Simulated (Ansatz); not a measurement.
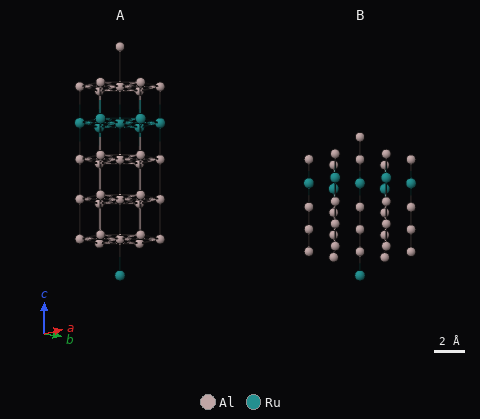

Two geometries of solid Al3Ru (a generated structure, set up in P6/mmm) (coarse preliminary run), drawn at one scale. One is the start of a relaxation, the other its converged end. A ball-and-stick model of the atoms within 5.0 Å of the atom that moves most (axes of the cell of the calculation), seen from a free direction.

Computed with Ansatz, DFT PBE, scalar-relativistic, plane waves, PAW. Settings: plane-wave cutoff 420 eV; k-point mesh 6 × 6 × 4; occupations gaussian; smearing width 0.1 eV; no spin polarisation; cell and atoms relaxed; force threshold 0.04 eV/Å; at most 70 steps.

Which geometry has the lower energy?

Structure A is the relaxed one. The largest moves relative to the cell, 0.21 Å, are those of Al atoms. Ru stays in place. The volume changes by +2.2 %, with a = b 3.482 → 2.738 Å (−21.4 %), c 6.341 → 10.481 Å (+65.3 %). Some distances before and after: Al–Al 1.535 → 2.742 Å, Al–Ru 1.636 → 2.498 Å, Ru–Ru 3.482 → 2.738 Å, Al–Al 3.482 → 2.738 Å. The space group stays P6/mmm (No. 191). The energy falls by 36.192 eV per cell of the calculation in 17 accepted moves (19 points after the start). Largest force component: 3.1 eV/Å at the start, 0.0017 eV/Å at the end. The pressure goes from 145.48 to 0.17 GPa. The SCF was repeated twice at an unchanged geometry on a basis and grid sized afresh for the cell, which shifted the energy by 1.003 eV per cell of the calculation at most. Cost: 32 s on 1 thread of Arm Neoverse V2 (shared host), peak memory 0.33 GiB.
